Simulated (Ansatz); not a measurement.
**NiO₂: density, localisation and related maps**

Input

```
crystal:
  lattice:
    - [2.9121517351, 0.0, 0.0]
    - [-1.4560758676, 2.5219973823, 0.0]
    - [0.0, 0.0, 10.55527]
  atoms:
    - { symbol: Ni, position: [0.0, 0.0, 0.5], spin: 1.0 }
    - { symbol: Ni, position: [0.0, 0.0, 0.0], spin: -0.5 }
    - { symbol: O, position: [0.3333333333, 0.6666666667, 0.589079] }
    - { symbol: O, position: [0.3333333333, 0.6666666667, 0.910921] }
    - { symbol: O, position: [0.6666666667, 0.3333333333, 0.410921] }
    - { symbol: O, position: [0.6666666667, 0.3333333333, 0.089079] }
hamiltonian:
  xc: pbesol
  pseudopotentials: { kind: paw }
magnetization:
  spin_polarized: true
kpoints:
  mp_grid: { grid: [10, 10, 3] }
scf:
  occupations: { method: fermi_dirac, width: 0.05 }
output:
  forces: true
  stress: true
  eigenvalues: true
  write_density: true
  write_potential: true
  elf: true
  volumetric_format: npy
```

Command:

```sh
ansatz run input.yaml --threads 2 --pin off --max-ram 5632MiB --backend cpu --events-out ev --progress --plain --runs-dir out
```

Below, planes, directions and counts refer to the conventional cell (a = 2.91 Å, b = 2.91 Å, c = 10.56 Å, α = 90.00°, β = 90.00°, γ = 120.00°).

Space group P6₃/mmc; a structure from a database of computed crystals, not necessarily the ambient phase; not relaxed (largest force 1.0 eV/Å); computed pressure about −15 GPa in this cell; the program warned that a starting moment wasn't kept; spin-polarised, but the moments vanished.

Level of theory: Kohn-Sham DFT of a periodic cell, PBEsol, Ansatz PAW (Ansatz 0.2.0).

In a PAW calculation such maps are meaningful between the atoms, not at the nuclei.

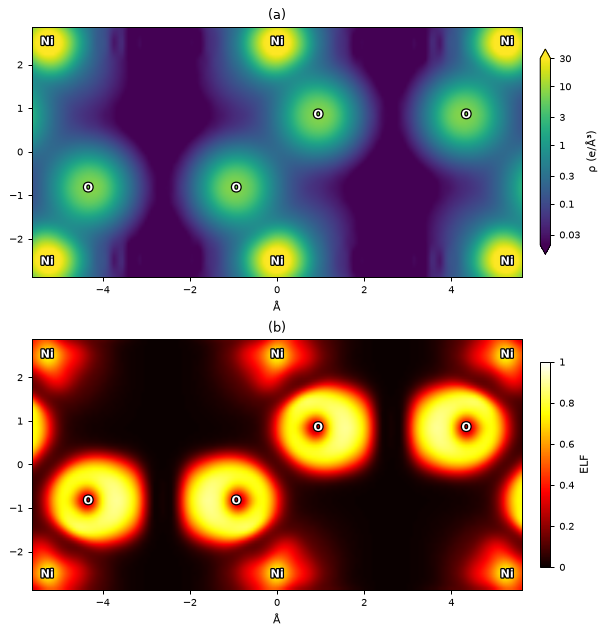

Figure 1. (a) valence electron density; (b) ELF on the (110) plane of the conventional cell.

Question: Interpret the plot.

Answer: The section cuts through Ni and O sites.
Ni–O (1.93 Å): ρ is about 0.73 e/Å³ halfway; the ELF peaks at about 0.85 in the valence shell of O, 0.7 Å from its nucleus, and is about 0.30 at the midpoint (no localised pair shows between them).
The density dies away to nearly zero in the voids.
The features right at Ni lie inside the PAW spheres, where the map follows smoothed inner orbitals and isn't to be read closely.

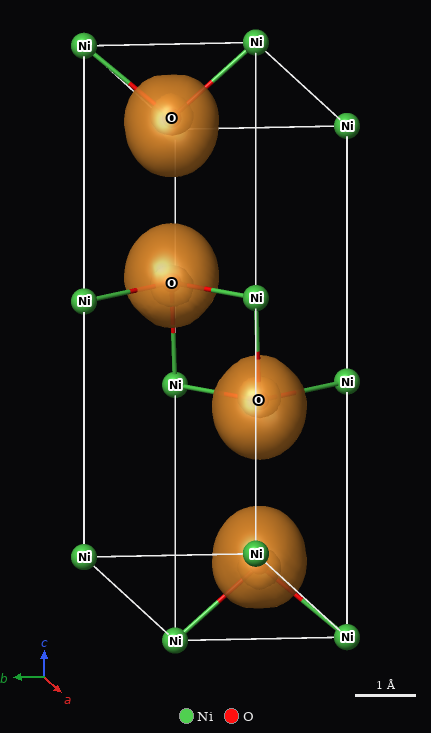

Figure 2. Isosurface of the electron localisation function at 0.7 (orange), seen at an oblique angle. Core shells and regions of very low density are left out. Sticks mark near contacts.

Question: Where are the electrons localised?

Answer: At this value the surface marks out four regions wrapped around O (the valence shell of each), counted in one cell of 6 atoms. Regions shared between cells count once.

Question: Does the calculation give a band gap?

Answer: It is gapped, with a Kohn–Sham gap of 0.91 eV on the k-point mesh, an upper bound to the gap of this method.
